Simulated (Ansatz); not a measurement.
## Phonon calculation, with input and output: Al3Cu2

The run: phonon calculation of Al3Cu2 (P-3m1, 5 atoms in the cell). Method and program: DFT PBEsol, scalar-relativistic, plane waves, PAW, no spin polarisation (Ansatz 0.2.0).

The structure derives from a Materials Project entry. It belongs to a series of runs on one base structure; here: phonon dispersion, density of states and thermodynamics.

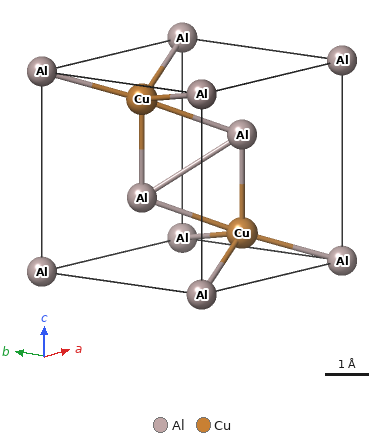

The structure (ball-and-stick view of the cell of the calculation, seen at an oblique angle). An atom can appear more than once, as a periodic image.

### Summary

```json
{"quantity": "outcome", "value": "converged"}
{"quantity": "space group (tolerance 0.01 Å)", "value": "P-3m1 (164)"}
{"quantity": "electrons treated", "value": "47"}
{"quantity": "free energy", "value": "−14752.0861 eV"}
{"quantity": "Fermi energy", "value": "11.219 eV"}
{"quantity": "gap on the k-point mesh", "value": "none (metallic)"}
{"quantity": "hardware", "value": "4 threads of AMD EPYC (Zen 3), 144 GiB of memory available, shared host"}
{"quantity": "wall time", "value": "22 min (CPU time 82 min)"}
{"quantity": "peak memory", "value": "3.3 GiB"}
```

Results for this metal are sensitive to the k-point mesh.

### The input
```yaml
crystal:
  lattice:
    - [4.1010445752, 0.0, 0.0]
    - [-2.0505222876, 3.5516087841, 0.0]
    - [0.0, 0.0, 4.9855871857]
  atoms:
    - { symbol: Al, position: [0.0, 0.0, 0.0] }
    - { symbol: Al, position: [0.3333333333, 0.6666666667, 0.3517106672] }
    - { symbol: Al, position: [0.6666666667, 0.3333333333, 0.6482893328] }
    - { symbol: Cu, position: [0.3333333333, 0.6666666667, 0.842840828] }
    - { symbol: Cu, position: [0.6666666667, 0.3333333333, 0.157159172] }
basis:
  ecutwfc: 420
kpoints:
  mp_grid: { grid: [12, 12, 8] }
hamiltonian:
  xc: pbesol
scf:
  occupations: { method: fermi_dirac, width: 0.15 }
output:
  eigenvalues: true
phonons:
  method: dfpt
  eigenvectors: true
  qmesh: [3, 3, 2]
  temperatures: { t_max: 1000, t_step: 100 }
  qpath:
    path:
      - [[0.0, 0.0, 0.0], [0.5, 0.0, 0.0], [0.33333333, 0.33333333, 0.0], [0.0, 0.0, 0.0], [0.0, 0.0, 0.5], [0.5, 0.0, 0.5], [0.33333333, 0.33333333, 0.5], [0.0, 0.0, 0.5]]
      - [[0.5, 0.0, 0.5], [0.5, 0.0, 0.0]]
      - [[0.33333333, 0.33333333, 0.5], [0.33333333, 0.33333333, 0.0]]
    npoints: 8
```

Run as:
```bash
ansatz run input.yaml --threads 4 --pin off --max-ram 12288MiB --backend cpu --events-out ev --progress --plain --runs-dir out
```

### Log
```
band count auto-derived: 30 (N_el = 47.0; filled up to band 24; 29 by the electrons, moments and atoms)
Engine: ansatz 0.2.0, x86_64-unknown-linux-gnu
Pseudopotentials: kind: paw
Pseudopotential: Al, paw, valence charge 3, recommended cutoff 420 eV (normal), Al.paw.azcp
Pseudopotential: Cu, paw, valence charge 19, recommended cutoff 420 eV (normal), Cu.paw.azcp
Functional definition: PBEsol
  exchange = pbesol_x
  correlation = pbesol_c
Crystal: 5 atoms, lattice volume = 72.617 Å³
Basis set: ecut = 420 eV, 1397 PW (Γ), exchange–correlation on 60×60×72 points (8 copies of the dense FFT grid, shifted against one another)
Bands: 30, of which v1, the nominal top of the filled ones, is band 24 counted from 1 (23 counted from 0)
Symmetry: 12 space group operations
k-points: 131 of 1152
Non-local potential: Al, projectors of the file, l = 0: 2, l = 1: 2, l = 2: 1
Non-local potential: Cu, projectors of the file, l = 0: 3, l = 1: 2, l = 2: 3, l = 3: 1
PAW form: soft (Blöchl's): semilocal exchange-correlation on the pseudo side does not see the compensation charge
PAW frozen core: Al, regenerated for the run's functional, and the local potential with it (the file was generated under x = pbe(κ = 0.804, μ = 0.2195149727645171), c = pbe(β = 0.06672455060314922))
PAW frozen core: Cu, regenerated for the run's functional, and the local potential with it (the file was generated under x = pbe(κ = 0.804, μ = 0.2195149727645171), c = pbe(β = 0.06672455060314922))
PAW one-centre angular grid: Al, 110 points (default); XC on 64 Gauss nodes
PAW one-centre angular grid: Cu, 590 points (default); XC on 64 Gauss nodes
Initial density: superposition of atomic densities (neutral atoms: chi_scale 0, normalization atom), corrected by the library's trained network
Initial wavefunctions: pseudopotential atomic-orbital guess
Functional: x = pbesol(κ = 0.804, μ = 0.12345679012345678), c = pbesol(β = 0.046)
SCF iter   1: F=—  HF=-14752.097557 eV  |F-HF|=—  |Δ(HF+E_count)|=         —  Δρ=1.12e-2  dr2=5.66e-2  ethr=1.77e-3  ⟨swp⟩=6.5  Hψ=17661  notcnv=0
preconditioner: auto → Kerker (q_TF=auto, 2.537 Å⁻¹)  [metal: Δε(μ)=0.032 eV  Ē_g=8.012 eV  σ=0.150 eV  W_gap=0.05  n_scr=22 (ndim 8)  ℏωp=24.3 eV  f_vac=0.001  D(μ)=1.27/eV (n_scr^D=8)]
SCF iter   2: F=—  HF=-14752.087492 eV  |F-HF|=—  |Δ(HF+E_count)|=   1.01e-2  Δρ=1.54e-3  dr2=2.99e-3  ethr=1.20e-4  ⟨swp⟩=2.0  Hψ=6511  notcnv=0
SCF iter   3: F=—  HF=-14752.086725 eV  |F-HF|=—  |Δ(HF+E_count)|=   7.67e-4  Δρ=1.53e-3  dr2=2.52e-3  ethr=6.37e-6  ⟨swp⟩=2.2  Hψ=5304  notcnv=0
SCF iter   4: F=—  HF=-14752.086187 eV  |F-HF|=—  |Δ(HF+E_count)|=   5.39e-4  Δρ=3.88e-4  dr2=2.88e-4  ethr=5.36e-6  ⟨swp⟩=1.3  Hψ=4139  notcnv=0
SCF iter   5: F=—  HF=-14752.086126 eV  |F-HF|=—  |Δ(HF+E_count)|=   6.10e-5  Δρ=9.40e-5  dr2=1.14e-5  ethr=6.14e-7  ⟨swp⟩=1.9  Hψ=4722  notcnv=0
SCF iter   6: F=—  HF=-14752.086128 eV  |F-HF|=—  |Δ(HF+E_count)|=   2.22e-6  Δρ=4.06e-5  dr2=1.42e-6  ethr=2.43e-8  ⟨swp⟩=2.3  Hψ=5934  notcnv=0
SCF iter   7: F=—  HF=-14752.086128 eV  |F-HF|=—  |Δ(HF+E_count)|=   1.71e-7  Δρ=9.73e-6  dr2=6.49e-8  ethr=3.03e-9  ⟨swp⟩=2.0  Hψ=5913  notcnv=0
SCF iter   8: F=—  HF=-14752.086128 eV  |F-HF|=—  |Δ(HF+E_count)|=   1.29e-9  Δρ=2.32e-6  dr2=4.44e-9  ethr=1.38e-10  ⟨swp⟩=2.0  Hψ=5973  notcnv=0
SCF iter   9: F=—  HF=-14752.086128 eV  |F-HF|=—  |Δ(HF+E_count)|=   1.29e-9  Δρ=5.35e-7  dr2=2.88e-10  ethr=9.45e-12  ⟨swp⟩=2.1  Hψ=6008  notcnv=0
SCF iter  10: F=-14752.086128 eV  HF=-14752.086128 eV  |F-HF|=1.27e-11  |Δ(HF+E_count)|=  7.82e-11  Δρ=7.75e-8  dr2=5.11e-12  ethr=1.00e-12  ⟨swp⟩=4.1  Hψ=18560  notcnv=0
SCF 1 converged in 10 iterations: F = -14752.086128 eV  dr2 = 5.11e-12
  greatest PAW one-centre occupation: 1.000 electrons in one spin orbital (limit 2), on the Cu atom at site 4 (counted from 0), in its partial waves of l = 0
```

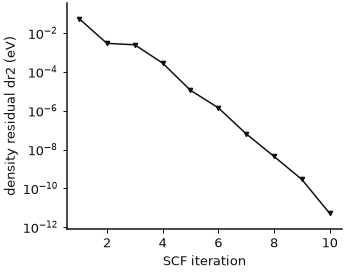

Convergence of the self-consistent field: density residual dr2 against the SCF iteration. The residual falls at every step.

```
phonons: the bands overlap, so this run is a metal and interpolates without the dipole-dipole term. If the crystal is really an insulator or semiconductor, its LO-TO splitting is missing
NSCF: frozen V_eff on 131 k-points
NSCF: frozen V_eff on 320 k-points
DFPT response loops at q = (0, 0, 0) (fractional): preconditioner auto → Kerker (q_TF=auto, 2.537 Å⁻¹) (partly filled bands, converged f_vac=0.000); β = 1.00, the filter's whole step (`scf.mixing.beta` (0.50) is not read by the response loops under this deck's `scf.mixing.preconditioner`; to damp them name `kerker` or `kerker_dos`, under which they read `scf.mixing.beta`, and type it under 1.00, their step now; both keys bind the ground state too); Broyden in place of MSR1
NSCF: frozen V_eff on 640 k-points
DFPT response loops at q = (0, 0, -0.5) (fractional): mixed as the last ones told, above
NSCF: frozen V_eff on 1248 k-points
DFPT response loops at q = (0, 0.3333333333333333, 0) (fractional): mixed as the last ones told, above
NSCF: frozen V_eff on 1248 k-points
DFPT response loops at q = (0, 0.3333333333333333, -0.5) (fractional): mixed as the last ones told, above
NSCF: frozen V_eff on 1176 k-points
DFPT response loops at q = (0.3333333333333333, 0.3333333333333333, 0) (fractional): mixed as the last ones told, above
NSCF: frozen V_eff on 1176 k-points
DFPT response loops at q = (0.3333333333333333, 0.3333333333333333, -0.5) (fractional): mixed as the last ones told, above
SCF converged after 10 iterations
Free energy (F): -14752.086128 eV
Harris-Foulkes:  -14752.086128 eV  (|F-HF|=1.27e-11)
Internal energy: -14751.990454 eV  (E = F + TS)
E sigma→0 (E₀):  -14752.038291 eV
Entropy (-TS):   -0.095674 eV (-19.135 meV/atom)
Fermi energy:    11.219051 eV
--- Per-component energies (eV) ---
  E_band       = -932.918216
  E_kinetic    = 671.930695
  E_local      = -11644.150744  (includes V_loc(G=0)·N_el)
  E_nonlocal   = 803.244064
  E_hartree    = 5226.238563
  E_xc         = -299.257790
  E_vxc        = -322.293626  (∫ρ·V_xc dr)
  E_paw        = -4608.322032  (= ΣΔE_a)
  E_vpaw       = -894.126101  (= ΣTr[D̂ρ^β])
  E_aug_tail   = 0.000516  (compensation charges beyond the density's cutoff)
  E_ewald      = -4902.143547
  E_core_change = 0.469821  (= ΣΔE_core)
  E_smearing   = -0.095674  (= −TS)
  E_closure    = 0.000000  (closes the sum)
  Σ components = -14752.086128   (vs F -14752.086128, Δ=0.00e0)
--- Band table (eV; the first three rows and the last of 131) ---
  k-point 0: bands = ["-102.7498", "-102.7484", "-60.2674", "-60.2615", "-60.2565", "-60.2565", "-60.2494", "-60.2494", "-0.0424", "4.8140", "5.3253", "5.8940", "5.8940", "6.2548", "6.2548", "6.7718", "6.7718", "7.1519", "7.1519", "7.6125", "7.6132", "11.0275", "11.0275", "12.5788", "12.5788", "13.7132", "14.0836", "16.5553", "16.5604", "16.5604"]
  k-point 1: bands = ["-102.7498", "-102.7484", "-60.2674", "-60.2615", "-60.2565", "-60.2565", "-60.2494", "-60.2494", "0.0463", "4.2337", "5.5578", "5.8812", "5.8812", "6.2467", "6.2467", "6.7928", "6.7928", "7.1126", "7.1517", "7.1517", "8.6379", "11.1289", "11.1289", "12.6289", "12.6289", "13.7348", "14.1368", "15.7229", "15.7229", "16.3474"]
  k-point 2: bands = ["-102.7498", "-102.7484", "-60.2674", "-60.2615", "-60.2565", "-60.2565", "-60.2494", "-60.2494", "0.3060", "3.3211", "5.7308", "5.8525", "5.8525", "6.2260", "6.2260", "6.8481", "6.8481", "6.9303", "7.1454", "7.1454", "10.0778", "11.4264", "11.4264", "12.7613", "12.7613", "13.7973", "14.2841", "14.6793", "14.6793", "15.6148"]
  k-point 130: bands = ["-102.7491", "-102.7491", "-60.2658", "-60.2658", "-60.2575", "-60.2516", "-60.2516", "-60.2485", "4.4094", "4.5376", "4.5376", "4.9462", "4.9462", "5.7813", "6.4623", "6.4623", "6.4836", "6.8554", "7.1114", "7.1114", "7.4121", "7.4732", "7.4732", "8.8347", "15.9436", "16.3627", "16.3627", "17.2723", "17.2723", "17.8710"]
--- Phonons (Γ-DFPT): 6 representative perturbations + reference (Σ response iterations 23) ---
  ASR residual: 3.337e-4 → 0.000e0 eV/Å²; symmetrization residual: 9.459e-6 eV/Å²
  ASR residual per site (eV/Å²): 1.80e-5 2.42e-5 2.42e-5 3.34e-4 3.34e-4
  Γ frequencies (cm⁻¹): 0.00 0.00 0.00 125.47 125.47 153.97 183.08 199.50 199.50 270.80 270.80 321.72 321.72 322.48 355.11
--- Phonons (arbitrary-q DFPT): 6 irreducible q on the 3×3×2 mesh ---
  q = [0.0000, 0.0000, 0.0000] (star 1, of the zone-centre solve; hermiticity 1.97e-6, symmetrization 2.65e-12): -0.00 0.00 0.00 125.47 125.47 153.97 183.08 199.50 199.50 270.80 270.80 321.72 321.72 322.48 355.11
  q = [0.0000, 0.0000, -0.5000] (star 1, 6 solved perturbations in 1353 linear systems a pass and spin channel, the states on 320 of 1152 k-point pairs; hermiticity 9.80e-7, symmetrization 4.46e-12): 83.61 83.61 92.49 92.49 166.52 170.79 190.10 215.21 215.21 262.73 262.73 318.79 321.66 321.66 331.73
  q = [0.0000, 0.3333, 0.0000] (star 6, 9 solved perturbations on 624 of 1152 k-point pairs; hermiticity 1.06e-6, symmetrization 1.02e-11): 80.23 84.92 125.82 127.67 139.62 161.40 180.64 200.61 219.06 251.99 260.09 323.09 334.76 335.76 362.66
  q = [0.0000, 0.3333, -0.5000] (star 6, 9 solved perturbations on 624 of 1152 k-point pairs; hermiticity 8.14e-7, symmetrization 1.76e-11): 78.28 112.48 130.18 139.04 167.53 176.79 180.22 191.34 210.58 252.47 273.45 309.64 331.94 332.90 357.88
  q = [0.3333, 0.3333, 0.0000] (star 2, 6 solved perturbations in 2400 linear systems a pass and spin channel, the states on 588 of 1152 k-point pairs; hermiticity 9.72e-7, symmetrization 9.81e-8): 97.29 97.29 122.22 136.94 164.02 164.02 169.11 218.36 218.36 237.48 285.99 326.45 326.45 355.78 355.78
  q = [0.3333, 0.3333, -0.5000] (star 2, 6 solved perturbations in 2400 linear systems a pass and spin channel, the states on 588 of 1152 k-point pairs; hermiticity 2.85e-6, symmetrization 1.27e-6): 129.08 130.56 141.51 141.51 156.45 156.45 180.35 213.66 221.73 221.73 288.62 308.65 308.65 355.13 355.13
  sum rule: each row above includes the acoustic sum rule's correction from the zone centre's row sums; it moved no ω² by more than (1.19 cm⁻¹)²
  mesh force constants: q→R imaginary residual 1.21e-16; ASR residual 3.337e-4 → 0.000e0 eV/Å²; symmetrization residual 3.553e-15 eV/Å²
  interpolated dispersion: 75 rows × 15 modes
  density of states and harmonic sums: on the 18×18×14 q-mesh, interpolated from the force constants of a 3×3×2 supercell (no non-analytic term)
  largest difference from the sums on the solved wave vectors: F 3.75e-2 eV, S 5.18e-5 and C_V 1.43e-5 eV/K
  zero-point energy: 0.199377 eV/cell   skipped modes (ω ≤ 0): 3   left out of the sums: 4.41e-5 of the cell's modes: C_V's classical limit lies that fraction below 3 k_B per atom; for a crystal, a wire or a layer, F and S can be off by more, and a phonons.interpolated_qmesh denser along its periods is the remedy for the sampling
```

### File phthermo.tsv
```
# format = ansatz-phthermo/1
# interpolated_qmesh = 18 18 14
# force_constants_supercell = 3 3 2
# non_analytic_term = not included (the non-analytic LO-TO correction is not applied to the interpolated dynamical matrix; polar crystals: no LO-TO splitting at GAMMA, and LO and other optical branches, acoustic branches and sound speeds, and with them the density of states and the thermodynamics, can be off between the wave vectors that the force constants were sampled on, most near GAMMA; a larger extent of the force constants narrows that region and is not shown to mend the acoustic slopes)
# zero_point_energy_ev = 1.9937730890e-1
# n_skipped_modes = 3
# share_of_modes_left_out = 4.4091710758e-5
# rigid_motions_known_by = geometry
# t_k	f_vib_ev	s_ev_per_k	c_v_ev_per_k
0.0000	1.9937730890e-1	0.0000000000e0	0.0000000000e0
100.0000	1.8636292445e-1	3.9368149217e-4	6.5530151462e-4
200.0000	1.1575133396e-1	9.9463168416e-4	1.0461786274e-3
300.0000	-7.4165964310e-3	1.4466092366e-3	1.1708956386e-3
400.0000	-1.7001777724e-1	1.7913123831e-3	1.2213665793e-3
500.0000	-3.6338957514e-1	2.0668028760e-3	1.2461288619e-3
600.0000	-5.8182245927e-1	2.2953336563e-3	1.2599769271e-3
700.0000	-8.2134087313e-1	2.4902465040e-3	1.2684665672e-3
800.0000	-1.0790365875e0	2.6600143473e-3	1.2740340325e-3
900.0000	-1.3526964700e0	2.8103089569e-3	1.2778774894e-3
1000.0000	-1.6405826846e0	2.9450973270e-3	1.2806399895e-3
```

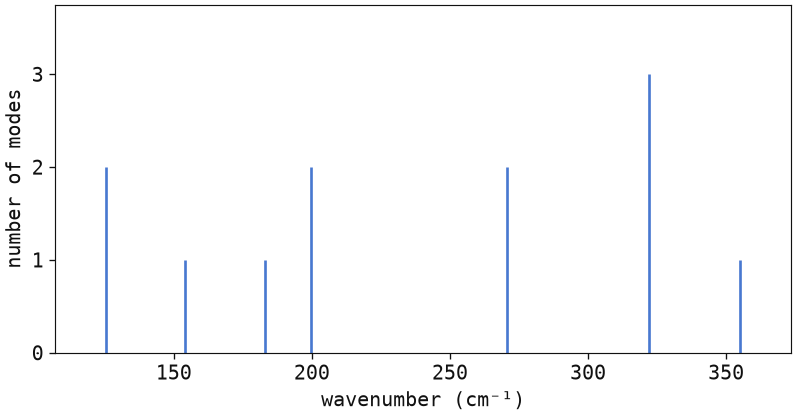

Optical phonons at the zone centre (no LO–TO term); neighbouring modes closer than 3 cm⁻¹ are counted in one stick. 12 modes from 125 to 355 cm⁻¹, none imaginary.

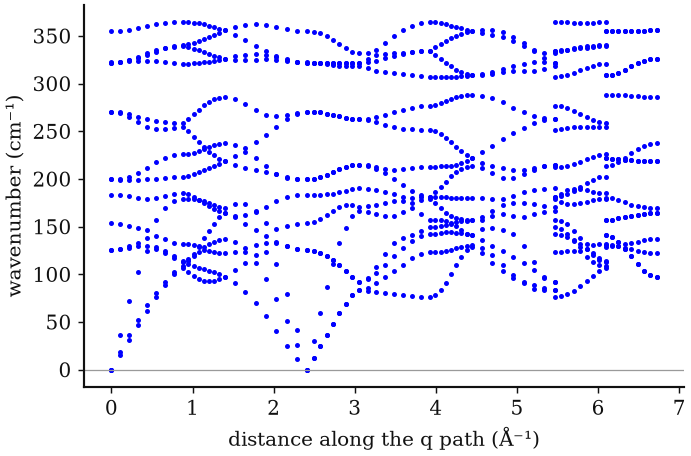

Phonon frequencies along the path of the input (imaginary ones negative). The highest is 365 cm⁻¹; no branch is clearly imaginary on this path.
